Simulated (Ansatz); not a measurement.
# Energy of C along a shift of atoms along one path

System: C (2 atoms in the cell).
Method: DFT PBEsol+D3(BJ), scalar-relativistic, plane waves, PAW, no spin polarisation (Ansatz 0.2.0).

The 6 runs differ only in the geometry, by a shift of atoms along one path in a fixed cell. The shift s is measured from run 4: C1 moves along the Cartesian direction (0.00, 0.00, −1.00), and C2 with it in fixed proportion. The structure derives from an entry of the Crystallography Open Database.

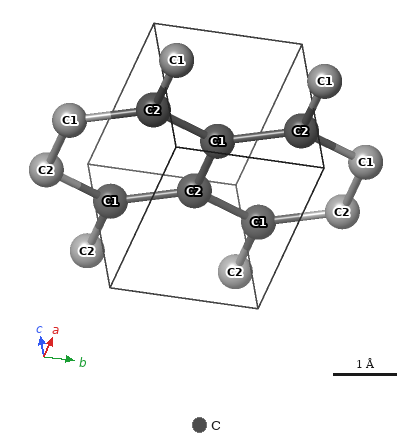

Figure 1. The structure of run 4 (ball-and-stick view of the cell 2 times as large as that of the calculation, set on its symmetry axes, seen at an oblique angle; neighbours outside the cell are drawn fainter; atoms are numbered from 1 in the order of the input).

### Input of run 4
```yaml
crystal:
  lattice:
    - [1.2291305633, 0.7096388616, 3.2835658809]
    - [-1.2291305633, 0.7096388616, 3.2835658809]
    - [0.0, -1.4192777231, 3.2835658809]
  atoms:
    - { symbol: C, position: [0.1759779715, 0.1759779715, 0.1477946221] }
    - { symbol: C, position: [0.8240220285, 0.8240220285, 0.8522053779] }
basis:
  ecutwfc: 520.0
kpoints:
  mp_grid: { grid: [15, 15, 15] }
hamiltonian:
  xc: pbesol
  dispersion: d3bj
scf:
  occupations: { method: gaussian, width: 0.05 }
output:
  forces: true
  stress: true
  eigenvalues: true
```

Command:
```bash
ansatz run input.yaml --threads 1 --pin off --max-ram 2048MiB --backend cpu --events-out ev --progress --plain --runs-dir out
```

Lattice vectors (Å) and fractional positions of run 4:
```
   1.229131    0.709639    3.283566
  -1.229131    0.709639    3.283566
   0.000000   -1.419278    3.283566
C   0.175978  0.175978  0.147795
C   0.824022  0.824022  0.852205
```

Run 3 differs from it as follows:
```diff
-    - { symbol: C, position: [0.1759779715, 0.1759779715, 0.1477946221] }
-    - { symbol: C, position: [0.8240220285, 0.8240220285, 0.8522053779] }
+    - { symbol: C, position: [0.1791960177, 0.1791960177, 0.1510126683] }
+    - { symbol: C, position: [0.8208039823, 0.8208039823, 0.8489873317] }
```

### Results, with one run withheld

```csv
run,shift s of C1 (Å),"free energy per atom, from the lowest run given (meV)",pressure (GPa),gap on the mesh (eV),force along the path (eV/Å)
1,−0.0950,143.86,0.34,0.31,6.103
2,−0.0633,63.51,1.70,0.31,4.040
3,−0.0317,?,?,?,?
4,0.0000,0.00,2.79,0.22,−0.014
5,0.0633,63.88,1.56,0.16,−4.018
6,0.0950,143.44,0.11,0.16,−6.021
```

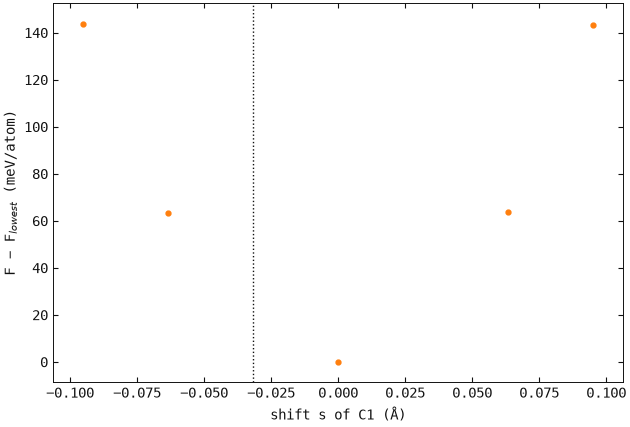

Figure 2. Free energy per atom of the runs given; the dotted line marks run 3.

What should run 3 give?

A cubic polynomial in the coordinate, fitted to the 5 runs given, misses them by at most 0.05 meV per atom. With x = s − 0.0000, it reads F = −0.050387 + 7.0213 x + 15920 x² − 1022.9 x³ (meV per atom). At run 3 it gives 15.76 meV per atom, and the run itself gives 15.77. The slope of the fit gives a force −dF/ds of 2.011 eV/Å along the path (summed over the atoms that move), and the printed forces give 2.007 eV/Å. The fit has its minimum at s = −0.0002 Å. The gap on the mesh lies between 0.16 eV (run 5) and 0.31 eV (run 1); run 3 has 0.27 eV. These are gaps of this functional on this mesh, which can miss the band edges; they aren't the measured gap.

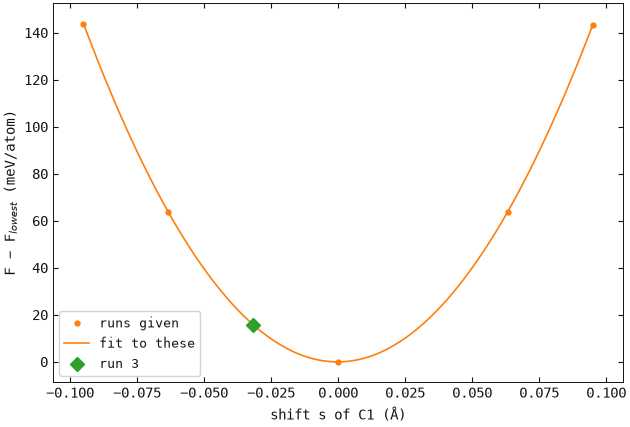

Figure 3. The fit and the withheld run.

### Output, shortened to warnings, some set-up lines, iterations and results (run 3)
```
Basis set: ecut = 520 eV, 451 PW (Γ), FFT grids on a1−a3, a2−a3, a3, exchange–correlation on 40×40×54 points (8 copies of the dense FFT grid, shifted against one another)
Symmetry: 4 space group operations
k-points: 904 of 3375
Initial density: superposition of atomic densities (neutral atoms: chi_scale 0, normalization atom), corrected by the library's trained network
[...]
SCF iter   1: F=—  HF=-493.407348 eV  |F-HF|=—  |Δ(HF+E_count)|=         —  Δρ=3.64e-3  dr2=1.71e-3  ethr=1.77e-3  ⟨swp⟩=4.3  Hψ=47060  notcnv=0
SCF iter   2: F=—  HF=-493.407683 eV  |F-HF|=—  |Δ(HF+E_count)|=   3.35e-4  Δρ=1.55e-3  dr2=2.56e-4  ethr=2.13e-5  ⟨swp⟩=2.3  Hψ=17982  notcnv=0
SCF iter   3: F=—  HF=-493.407782 eV  |F-HF|=—  |Δ(HF+E_count)|=   9.94e-5  Δρ=2.17e-4  dr2=6.46e-6  ethr=3.20e-6  ⟨swp⟩=3.0  Hψ=11039  notcnv=0
SCF iter   4: F=—  HF=-493.407789 eV  |F-HF|=—  |Δ(HF+E_count)|=   6.55e-6  Δρ=3.10e-5  dr2=1.22e-7  ethr=8.07e-8  ⟨swp⟩=3.0  Hψ=11118  notcnv=0
SCF iter   5: F=-493.407789 eV  HF=-493.407789 eV  |F-HF|=8.62e-10  |Δ(HF+E_count)|=   1.79e-7  Δρ=2.66e-6  dr2=4.41e-10  ethr=1.52e-9  ⟨swp⟩=2.1  Hψ=10476  notcnv=0
SCF iter   6: F=-493.407789 eV  HF=-493.407789 eV  |F-HF|=4.89e-12  |Δ(HF+E_count)|=  8.60e-10  Δρ=3.38e-7  dr2=1.19e-11  ethr=5.52e-12  ⟨swp⟩=1.3  Hψ=22469  notcnv=0
SCF 1 converged in 6 iterations: F = -493.407789 eV  dr2 = 1.19e-11
SCF converged after 6 iterations
Free energy (F): -493.407789 eV
Harris-Foulkes:  -493.407789 eV  (|F-HF|=4.89e-12)
Internal energy: -493.407789 eV  (E = F + TS)
E sigma→0 (E₀):  -493.407789 eV
Entropy (-TS):   -0.000000 eV (-0.000 meV/atom)
Fermi energy:    7.144286 eV
--- Per-component energies (eV) ---
  E_band       = -15.407405
  E_kinetic    = 181.899815
  E_local      = -294.774812  (includes V_loc(G=0)·N_el)
  E_nonlocal   = 55.120637
  E_hartree    = 87.364885
  E_xc         = -95.270545
  E_vxc        = -118.418466  (∫ρ·V_xc dr)
  E_paw        = -191.015710  (= ΣΔE_a)
  E_vpaw       = -13.964314  (= ΣTr[D̂ρ^β])
  E_aug_tail   = 0.000011  (compensation charges beyond the density's cutoff)
  E_ewald      = -236.548871
  E_disp       = -0.225398  (pairwise vdW)
  E_core_change = 0.042201  (= ΣΔE_core)
  E_smearing   = -0.000000  (= −TS)
  E_closure    = -0.000000  (closes the sum)
  Σ components = -493.407789   (vs F -493.407789, Δ=0.00e0)
--- Forces (eV/Å), atoms counted from 1 ---
  atom   1  C      0.00000000    -3.92270123    -1.00342200
  atom   2  C      0.00000000     3.92270123     1.00342200
  max |Σ_I F_I| component: 0.00e0 eV/Å
--- Stress (GPa, compression-positive) ---
       12.417046       0.000000       0.000000
        0.000000      -4.487438      -2.244034
        0.000000      -2.244033      -0.344595
  P = ⅓ Tr σ = 2.5283 GPa (25.283 kbar)
```
